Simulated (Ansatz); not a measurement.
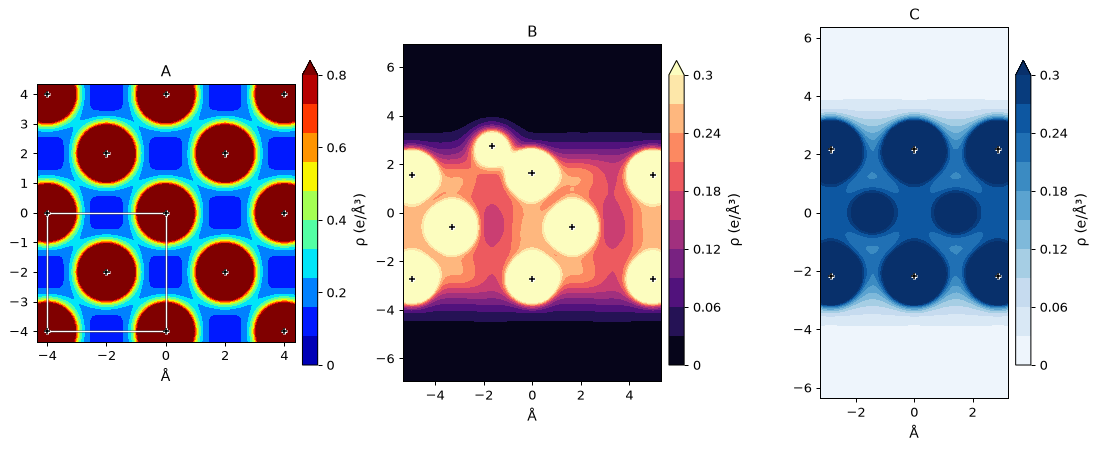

The valence electron density of 3 systems, each on a plane through atoms (crosses mark nuclei in the plane).

All numbers below come from DFT LDA, scalar-relativistic, plane waves, PAW (Ansatz).

System 1: Ag, the (100) plane of the conventional cell. Space group Fm-3m; computed without spin polarisation.

```cif
data_structure
_symmetry_space_group_name_H-M 'P 1'
_symmetry_Int_Tables_number 1
_cell_length_a 4.0020
_cell_length_b 4.0020
_cell_length_c 4.0020
_cell_angle_alpha 90.000
_cell_angle_beta 90.000
_cell_angle_gamma 90.000
_cell_volume 64.10
loop_
_atom_site_label
_atom_site_type_symbol
_atom_site_fract_x
_atom_site_fract_y
_atom_site_fract_z
_atom_site_occupancy
Ag1 Ag 0.00000 0.00000 0.00000 1
Ag2 Ag 0.50000 0.50000 0.00000 1
Ag3 Ag 0.50000 0.00000 0.50000 1
Ag4 Ag 0.00000 0.50000 0.50000 1
```

System 2: Ti (slab), the (100) plane of the calculation cell, a cut from vacuum to vacuum. Computed without spin polarisation.

```
Ti
1.0
     5.72795    0.00000    0.00000
    -2.86397    4.96055    0.00000
     0.00000    0.00000   21.53473
Ti
12
Direct
  0.16667 0.33333 0.39471
  0.16667 0.83333 0.39471
  0.66667 0.33333 0.39471
  0.66667 0.83333 0.39471
  0.33333 0.16667 0.49560
  0.33333 0.66667 0.49560
  0.83333 0.16667 0.49560
  0.83333 0.66667 0.49560
  0.16667 0.33333 0.59624
  0.16667 0.83333 0.59624
  0.66667 0.33333 0.59624
  0.66667 0.83333 0.59624
```

System 3: Ti₁₂H (slab), the (110) plane of the calculation cell, a cut from vacuum to vacuum. Computed without spin polarisation.

```xyz
13
Lattice="5.7279 0.0000 0.0000 -2.8640 4.9605 0.0000 0.0000 0.0000 23.5347" Properties=species:S:1:pos:R:3 pbc="T T T"
Ti    0.0000    1.6535    8.5000
Ti   -1.4320    4.1338    8.5000
Ti    2.8640    1.6535    8.5000
Ti    1.4320    4.1338    8.5000
Ti    1.4265    0.8236   10.6594
Ti    0.0000    3.3070   10.6638
Ti    4.3014    0.8236   10.6594
Ti    2.8639    3.3134   10.6594
Ti    0.0000    1.6278   12.8719
Ti   -1.4543    4.1467   12.8719
Ti    2.8640    1.6535   12.8092
Ti    1.4542    4.1467   12.8719
H     0.0000    0.0000   13.9865
```

Q: Which map belongs to which system?

A: Panel A is system 1, Ag: the plane holds Ag. Ag–Ag (2.83 Å): ρ is about 0.24 e/Å³ halfway. Panel B is system 3, Ti₁₂H: the plane holds Ti and H. Ti–H (1.97 Å): ρ is about 0.43 e/Å³ halfway. Panel C is system 2, Ti: the plane holds Ti. Ti–Ti (2.86 Å): ρ is about 0.2 e/Å³ halfway.
